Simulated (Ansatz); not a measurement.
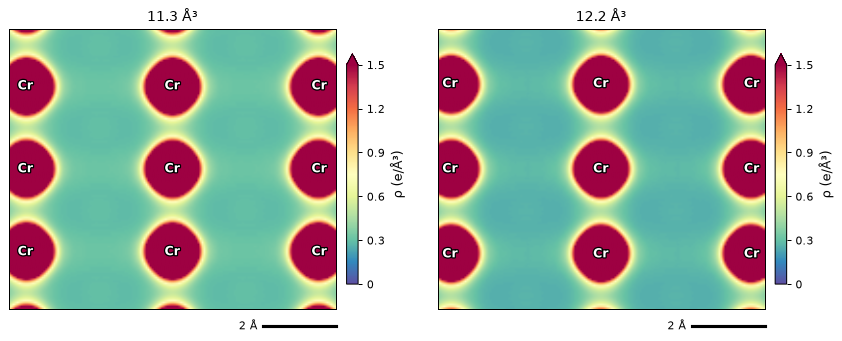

Cr. The valence electron density of cells scaled evenly to different volumes (given per atom above each panel), on the (11̄0) plane of each (indices in the axes of the cell below), at one length scale and on one colour scale.

A structure from a database of computed crystals, not necessarily the ambient phase; the program warned that a starting moment wasn't kept; spin-polarised, but the moments vanished.

The calculation used Kohn-Sham DFT of a periodic cell, r2SCAN, Ansatz PAW in Ansatz 0.2.0.

In a PAW calculation such maps are meaningful between the atoms, not at the nuclei.

The largest cell:

```
Cr
1.0
     1.16955   -2.51541    0.00000
     1.16955    2.51541    0.00000
     0.00000    0.00000    4.14402
Cr
2
Direct
  0.87053 0.12947 0.75000
  0.12947 0.87053 0.25000
```

| volume (Å³/atom) | Cr–Cr contact in the plane (Å) | ρ at its midpoint (e/Å³) | pressure (GPa) | 
| --- | --- | --- | --- |
| 11.27 | 2.279 | 0.526 | 7.9 | 
| 11.96 | 2.324 | ? | ? | 
| 12.19 | 2.339 | 0.474 | −11.5 | 

Estimate the missing row, and compare with the calculation.

Answer. Over the known rows ln ρ falls by 1.73 per Å of Cr–Cr distance (the line through the two), which gives 0.486 e/Å³ at 2.324 Å; the calculation gives 0.486 e/Å³. For the pressure, a straight line in volume between the neighbouring rows gives −6.7 GPa; the calculation gives −7.4, lower because pressure rises ever faster on compression.
